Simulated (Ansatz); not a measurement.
# GaN: geometry relaxation (part 3 of 3)

The same run, continued: GaN (slab, 14 atoms in the cell); DFT PBE, scalar-relativistic, plane waves, PAW, no spin polarisation (Ansatz 0.2.0); cutoff 420 eV, 8×6×1 k-mesh, Gaussian smearing of 0.05 eV. The structure derives from a Materials Project entry. It belongs to a series of runs on one base structure; here: (1 1 0) slab, atoms relaxed.

Geometry of the input (Å; fractional positions):
```
3.2163  0.0000  0.0000
0.0000  4.5485  0.0000
0.0000  0.0000  24.6488
Ga 0.5000  0.5000  0.3043
N  0.0000  0.2500  0.3043
Ga 0.0000  0.0000  0.3695
N  0.5000  0.7500  0.3695
Ga 0.5000  0.5000  0.4348
N  0.0000  0.2500  0.4348
Ga 0.0000  0.0000  0.5000
N  0.5000  0.7500  0.5000
Ga 0.5000  0.5000  0.5652
N  0.0000  0.2500  0.5652
Ga 0.0000  0.0000  0.6305
N  0.5000  0.7500  0.6305
Ga 0.5000  0.5000  0.6957
N  0.0000  0.2500  0.6957
```

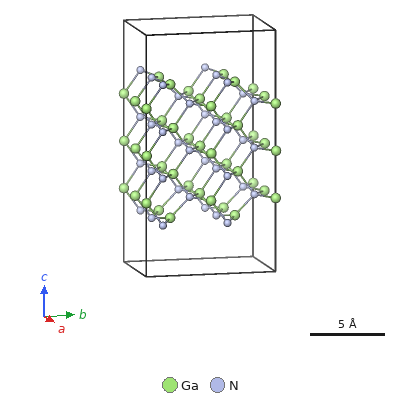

Figure 1. The geometry at step 4 of the log (ball-and-stick view of the 2 × 2 repeat of the cell, with the vacuum cut short, seen slightly off an axis).

## Output, continued
```
  k-point 1: bands = ["-14.5191", "-14.3127", "-14.0786", "-13.8328", "-13.8057", "-13.7888", "-13.7833", "-12.5765", "-12.5745", "-12.5673", "-12.5669", "-12.4949", "-12.4938", "-12.4605", "-12.4324", "-12.4270", "-12.4172", "-12.3938", "-12.3920", "-12.3741", "-12.3698", "-12.3578", "-12.3042", "-12.2853", "-12.2654", "-12.2489", "-12.2450", "-12.2231", "-12.2174", "-12.2146", "-12.1924", "-12.1893", "-12.1494", "-12.1468", "-12.1195", "-12.0983", "-12.0933", "-11.6663", "-10.9475", "-10.6976", "-10.5133", "-10.5065", "-4.8238", "-4.8031", "-4.5461", "-4.0248", "-2.9488", "-2.3536", "-2.0604", "-1.6452", "-1.3621", "-1.1559", "-1.0607", "-1.0391", "-0.5668", "-0.0196", "-0.0048", "0.0648", "0.4614", "0.6629", "0.7553", "0.8419", "1.1407", "3.2929", "3.6773", "4.5829", "4.9758", "5.3905", "5.9480", "6.4679", "6.8383", "7.0160", "7.0844", "7.4242", "7.8484", "8.1576", "8.7647"]
  k-point 2: bands = ["-14.3064", "-14.1799", "-14.0337", "-13.8587", "-13.8507", "-13.8387", "-13.8370", "-12.5561", "-12.5561", "-12.5555", "-12.5550", "-12.4824", "-12.4789", "-12.4348", "-12.4319", "-12.4245", "-12.4100", "-12.3940", "-12.3923", "-12.3758", "-12.3669", "-12.3321", "-12.3078", "-12.2983", "-12.2638", "-12.2636", "-12.2486", "-12.2298", "-12.2050", "-12.1948", "-12.1675", "-12.1442", "-12.1353", "-12.1233", "-12.0910", "-12.0899", "-11.9634", "-11.4539", "-11.2949", "-11.0155", "-10.8354", "-10.7333", "-5.2472", "-5.1462", "-4.2846", "-4.0495", "-3.4157", "-2.4708", "-1.6264", "-1.2511", "-0.9653", "-0.9380", "-0.7245", "-0.3538", "-0.3474", "-0.0598", "0.0875", "0.1682", "0.2395", "0.2653", "0.2750", "0.9291", "0.9535", "4.2078", "4.2787", "4.9285", "5.3348", "5.4257", "6.0173", "6.1584", "6.5645", "6.7509", "7.4443", "7.6643", "8.1054", "8.5779", "8.9371"]
  k-point 19: bands = ["-13.9472", "-13.9017", "-13.8398", "-13.8117", "-13.7410", "-13.6117", "-13.6111", "-12.6120", "-12.6110", "-12.5414", "-12.5367", "-12.4794", "-12.4783", "-12.4265", "-12.3935", "-12.3871", "-12.3823", "-12.3727", "-12.3423", "-12.3197", "-12.3039", "-12.2866", "-12.2718", "-12.2447", "-12.2433", "-12.2210", "-12.2079", "-12.1992", "-12.1746", "-12.1632", "-12.1624", "-12.1396", "-12.1366", "-12.0945", "-12.0938", "-10.8411", "-10.8293", "-10.6289", "-10.5640", "-10.3901", "-10.1849", "-10.0882", "-5.8842", "-5.6446", "-5.5851", "-5.1492", "-4.8344", "-4.6677", "-4.4195", "-2.4577", "-2.4319", "-2.1630", "-2.0664", "-1.5520", "-1.3098", "-1.0461", "-0.9673", "-0.6164", "-0.2723", "-0.2215", "-0.0783", "0.7370", "0.9961", "4.2431", "4.5183", "6.0621", "6.4251", "7.1298", "7.2039", "7.3261", "7.5300", "8.2204", "8.2408", "8.3130", "8.6535", "9.2898", "9.6921"]
--- Relaxed structure (6 steps of the walk, 6 accepted, 0 SCFs on fresh bases) ---
  F+E_penalty+E_count = -29172.24810955 eV   max|allowed force component| = 1.095e-2 eV/Å
  atoms:
    - { symbol: Ga, position: [0.5, 0.45751379307233814, 0.31276950609683907] }
    - { symbol: N, position: [0.0, 0.25784001078666563, 0.3030395958114649] }
    - { symbol: Ga, position: [0.0, 0.004646886978849295, 0.3674990332454948] }
    - { symbol: N, position: [0.5, 0.7597198247430135, 0.3689811624554975] }
    - { symbol: Ga, position: [0.5, 0.5059725565561674, 0.43527673821574525] }
    - { symbol: N, position: [0.0, 0.25590626381663806, 0.43454169493975203] }
    - { symbol: Ga, position: [0.0, 0.008702774907994874, 0.4999999975912342] }
    - { symbol: N, position: [0.5, 0.7580984851222287, 0.5000000025396211] }
    - { symbol: Ga, position: [0.5, 0.5059725500814006, 0.5647232565548693] }
    - { symbol: N, position: [0.0, 0.2559062619488612, 0.5654583087354136] }
    - { symbol: Ga, position: [0.0, 0.004646899611778476, 0.6325009616681875] }
    - { symbol: N, position: [0.5, 0.759719839009555, 0.6310188451387694] }
    - { symbol: Ga, position: [0.5, 0.45751380800499886, 0.6872304964448374] }
    - { symbol: N, position: [0.0, 0.25784004535951005, 0.696960400562274] }
```

## Trajectory as extended XYZ (Å, eV, eV/Å), 6 frames, from step=1 to step=6
```
14
Lattice="3.2163 0.0000 0.0000 0.0000 4.5485 0.0000 0.0000 0.0000 24.6488" Properties=species:S:1:pos:R:3:forces:R:3 step=1 energy=-29171.32837
Ga    1.6081    2.2742    7.5000    0.0000  -2.4070   1.3969
N     0.0000    1.1371    7.5000    0.0000   1.4918  -0.7703
Ga    0.0000    0.0000    9.1081    0.0000   0.4470  -0.4510
N     1.6081    3.4114    9.1081    0.0000   0.6400  -0.4061
Ga    1.6081    2.2742   10.7163    0.0000  -0.3177   0.0181
N     0.0000    1.1371   10.7163    0.0000   0.0471   0.2483
Ga    0.0000    0.0000   12.3244    0.0000   0.1582   0.0000
N     1.6081    3.4114   12.3244    0.0000   0.0394   0.0000
Ga    1.6081    2.2742   13.9325    0.0000  -0.3177  -0.0181
N     0.0000    1.1371   13.9325    0.0000   0.0471  -0.2483
Ga    0.0000    0.0000   15.5406    0.0000   0.4470   0.4510
N     1.6081    3.4114   15.5406    0.0000   0.6400   0.4061
Ga    1.6081    2.2742   17.1488    0.0000  -2.4070  -1.3969
N     0.0000    1.1371   17.1488    0.0000   1.4918   0.7703
14
Lattice="3.2163 0.0000 0.0000 0.0000 4.5485 0.0000 0.0000 0.0000 24.6488" Properties=species:S:1:pos:R:3:forces:R:3 step=2 energy=-29172.06820
Ga    1.6081    2.1409    7.6458    0.0000  -0.9683   0.3140
N     0.0000    1.1062    7.4291    0.0000   1.1018   0.0756
Ga    0.0000    0.0502    9.0793    0.0000  -0.1943  -0.2365
N     1.6081    3.4635    9.1149    0.0000  -0.0708  -0.3955
Ga    1.6081    2.2935   10.7129    0.0000   0.0361   0.2344
N     0.0000    1.1586   10.7164    0.0000   0.0857   0.0694
Ga    0.0000    0.0231   12.3244    0.0000  -0.0260   0.0000
N     1.6081    3.4306   12.3244    0.0000   0.0461   0.0000
Ga    1.6081    2.2935   13.9359    0.0000   0.0361  -0.2344
N     0.0000    1.1586   13.9324    0.0000   0.0857  -0.0694
Ga    0.0000    0.0502   15.5694    0.0000  -0.1943   0.2365
N     1.6081    3.4635   15.5338    0.0000  -0.0708   0.3955
Ga    1.6081    2.1409   17.0030    0.0000  -0.9683  -0.3140
N     0.0000    1.1062   17.2197    0.0000   1.1018  -0.0756
14
Lattice="3.2163 0.0000 0.0000 0.0000 4.5485 0.0000 0.0000 0.0000 24.6488" Properties=species:S:1:pos:R:3:forces:R:3 step=3 energy=-29172.22822
Ga    1.6081    2.0849    7.7104    0.0000  -0.1728  -0.1249
N     0.0000    1.1483    7.4398    0.0000   0.3132   0.1743
Ga    0.0000    0.0414    9.0597    0.0000  -0.2602  -0.0655
N     1.6081    3.4565    9.1010    0.0000   0.0689  -0.0870
Ga    1.6081    2.3041   10.7244    0.0000  -0.0013   0.0986
N     0.0000    1.1638   10.7122    0.0000   0.0489   0.0319
Ga    0.0000    0.0337   12.3244    0.0000   0.0557   0.0000
N     1.6081    3.4479   12.3244    0.0000  -0.0469   0.0000
Ga    1.6081    2.3041   13.9244    0.0000  -0.0013  -0.0986
N     0.0000    1.1638   13.9366    0.0000   0.0489  -0.0319
Ga    0.0000    0.0414   15.5890    0.0000  -0.2602   0.0655
N     1.6081    3.4565   15.5478    0.0000   0.0689   0.0870
Ga    1.6081    2.0849   16.9384    0.0000  -0.1728   0.1249
N     0.0000    1.1483   17.2090    0.0000   0.3132  -0.1743
14
Lattice="3.2163 0.0000 0.0000 0.0000 4.5485 0.0000 0.0000 0.0000 24.6488" Properties=species:S:1:pos:R:3:forces:R:3 step=4 energy=-29172.24593
Ga    1.6081    2.0848    7.7026    0.0000  -0.0332   0.0154
N     0.0000    1.1748    7.4576    0.0000  -0.0067   0.0623
Ga    0.0000    0.0182    9.0505    0.0000   0.1088   0.0370
N     1.6081    3.4577    9.0928    0.0000  -0.0591  -0.0005
Ga    1.6081    2.2984   10.7319    0.0000   0.0247  -0.0461
N     0.0000    1.1633   10.7145    0.0000  -0.0260  -0.1135
Ga    0.0000    0.0394   12.3244    0.0000  -0.0617   0.0000
N     1.6081    3.4455   12.3244    0.0000   0.0449   0.0000
Ga    1.6081    2.2984   13.9169    0.0000   0.0247   0.0461
N     0.0000    1.1633   13.9343    0.0000  -0.0260   0.1135
Ga    0.0000    0.0182   15.5983    0.0000   0.1088  -0.0370
N     1.6081    3.4577   15.5560    0.0000  -0.0591   0.0005
Ga    1.6081    2.0848   16.9462    0.0000  -0.0332  -0.0154
N     0.0000    1.1748   17.1912    0.0000  -0.0067  -0.0623
14
Lattice="3.2163 0.0000 0.0000 0.0000 4.5485 0.0000 0.0000 0.0000 24.6488" Properties=species:S:1:pos:R:3:forces:R:3 step=5 energy=-29172.24811
Ga    1.6081    2.0810    7.7094    0.0000  -0.0054  -0.0037
N     0.0000    1.1728    7.4696    0.0000   0.0036  -0.0085
Ga    0.0000    0.0211    9.0584    0.0000   0.0009  -0.0040
N     1.6081    3.4556    9.0949    0.0000   0.0110   0.0009
Ga    1.6081    2.3014   10.7290    0.0000   0.0000   0.0076
N     0.0000    1.1640   10.7109    0.0000  -0.0054   0.0050
Ga    0.0000    0.0396   12.3244    0.0000  -0.0048   0.0000
N     1.6081    3.4482   12.3244    0.0000  -0.0044   0.0000
Ga    1.6081    2.3014   13.9197    0.0000   0.0000  -0.0076
N     0.0000    1.1640   13.9379    0.0000  -0.0054  -0.0050
Ga    0.0000    0.0211   15.5904    0.0000   0.0009   0.0040
N     1.6081    3.4556   15.5538    0.0000   0.0110  -0.0009
Ga    1.6081    2.0810   16.9394    0.0000  -0.0054   0.0037
N     0.0000    1.1728   17.1792    0.0000   0.0036   0.0085
14
Lattice="3.2163 0.0000 0.0000 0.0000 4.5485 0.0000 0.0000 0.0000 24.6488" Properties=species:S:1:pos:R:3:forces:R:3 step=6 energy=-29172.24811
Ga    1.6081    2.0810    7.7094    0.0000  -0.0055  -0.0037
N     0.0000    1.1728    7.4696    0.0000   0.0036  -0.0084
Ga    0.0000    0.0211    9.0584    0.0000   0.0009  -0.0040
N     1.6081    3.4556    9.0949    0.0000   0.0109   0.0009
Ga    1.6081    2.3014   10.7290    0.0000   0.0000   0.0076
N     0.0000    1.1640   10.7109    0.0000  -0.0054   0.0051
Ga    0.0000    0.0396   12.3244    0.0000  -0.0048   0.0000
N     1.6081    3.4482   12.3244    0.0000  -0.0045   0.0000
Ga    1.6081    2.3014   13.9197    0.0000   0.0000  -0.0076
N     0.0000    1.1640   13.9379    0.0000  -0.0054  -0.0051
Ga    0.0000    0.0211   15.5904    0.0000   0.0009   0.0040
N     1.6081    3.4556   15.5538    0.0000   0.0109  -0.0009
Ga    1.6081    2.0810   16.9394    0.0000  -0.0055   0.0037
N     0.0000    1.1728   17.1792    0.0000   0.0036   0.0084
```

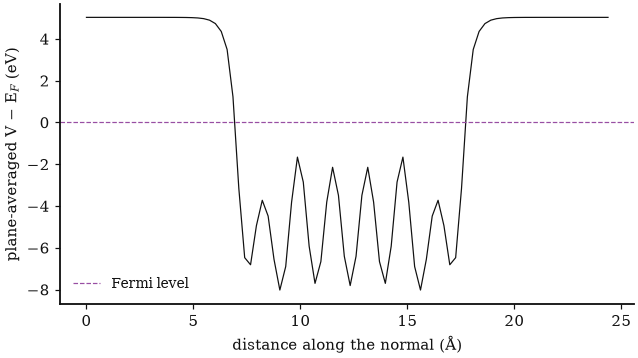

Figure 2. Plane average of the electrostatic potential energy of an electron across the cell, from the Fermi level. The vacuum level lies 5.02 eV above the Fermi level.

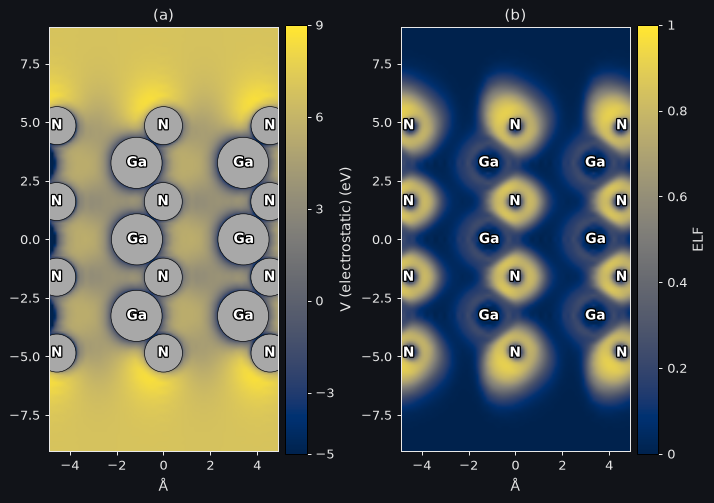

Figure 3. (a) electrostatic potential energy of an electron; (b) ELF on the (100) plane of the calculation cell, a cut from vacuum to vacuum. Grey discs, where drawn, cover atomic cores. Atoms in the plane: N and Ga. Ga–N (1.96 Å): the ELF is about 0.45 at the midpoint. Ga–N (2.01 Å): the ELF is about 0.45 at the midpoint. Core electrons are frozen (PAW), so the fields are smoothed inside the atomic spheres.

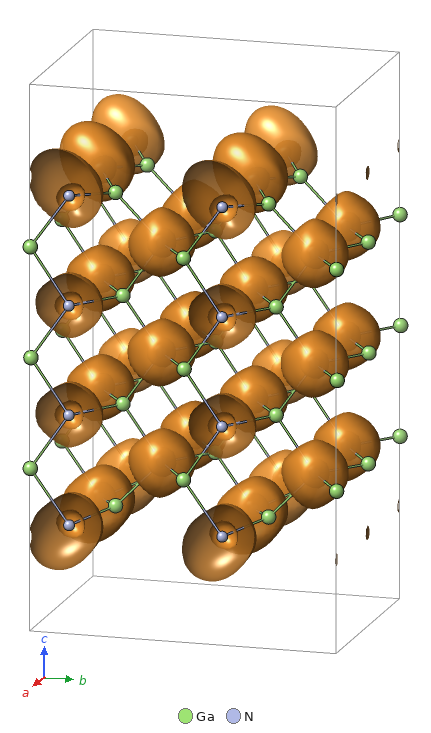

Figure 4. Isosurface of the electron localisation function at 0.65 (orange), seen slightly off an axis. Core shells and regions of very low density are left out. Sticks mark near contacts. Along the contacts the grid gives the following. Ga–N (1.86 Å): the ELF is about 0.50 at the midpoint. Ga–N (1.95 Å): the ELF is about 0.45 at the midpoint.

## Key numbers

| quantity | value |
| --- | --- |
| outcome | converged |
| electrons treated | 126 |
| free energy | −29172.2481 eV |
| work function, top face | 5.02 eV |
| work function, bottom face | 5.02 eV |
| Fermi energy | 1.854 eV |
| gap on the k-point mesh | 1.43 eV |
| final volume | 360.59 Å³ |
| work function (upper face) | 5.02 eV |
| largest force (length of the vector) at the end | 0.011 eV/Å |
| wall time | 12 min |
| peak memory | 0.78 GiB |

## Remarks

Warnings of the run: the exchange-correlation potential is rough where the density is thin.
